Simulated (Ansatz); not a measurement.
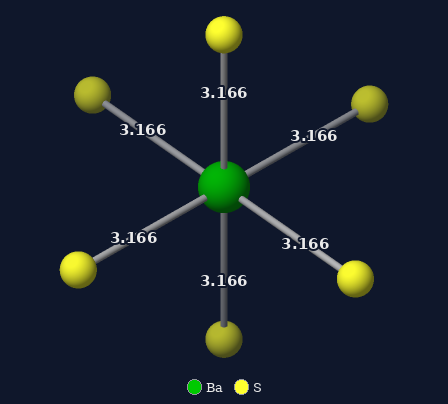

The surroundings of site Ba1 (at 0.000, 0.000, 0.000) in BaS (Fm-3m, No. 225), with bond lengths in Å.

The cell is taken from the geometry relaxed with DFT PBEsol, scalar-relativistic, plane waves, PAW (Ansatz).

```yaml
crystal:
  lattice:
    - [6.33187, 0.00000, 0.00000]
    - [0.00000, 6.33187, 0.00000]
    - [0.00000, 0.00000, 6.33187]
  atoms:
    - { symbol: Ba, position: [0.00000, 0.00000, 0.00000] }
    - { symbol: S, position: [0.00000, 0.00000, 0.50000] }
    - { symbol: Ba, position: [0.00000, 0.50000, 0.50000] }
    - { symbol: S, position: [0.00000, 0.50000, 0.00000] }
    - { symbol: Ba, position: [0.50000, 0.00000, 0.50000] }
    - { symbol: S, position: [0.50000, 0.00000, 0.00000] }
    - { symbol: Ba, position: [0.50000, 0.50000, 0.00000] }
    - { symbol: S, position: [0.50000, 0.50000, 0.50000] }
```

Bond valence s = exp((R0 − d)/b), R0 fitted to published crystal structures with b = 0.37 Å; R0 in Å: Ba2+–S 2.758.

Question: Calculate the bond-valence sum of Ba1 from the bonds drawn.

Answer: 6 × 0.332 = 1.99 v.u., against a formal valence of 2: a close match.

Question: And over the whole structure?

Answer:
| site | x, y, z | formal valence | bond-valence sum | difference |
| --- | --- | --- | --- | --- |
| Ba1 | 0.000, 0.000, 0.000 | +2 | 1.99 | -0.01 |
| S1 | 0.000, 0.000, 0.500 | −2 | 1.99 | -0.01 |

These sums include all anions within 5 Å. The global instability index (root mean square of the differences over all atoms) is 0.01 v.u.: little strain.
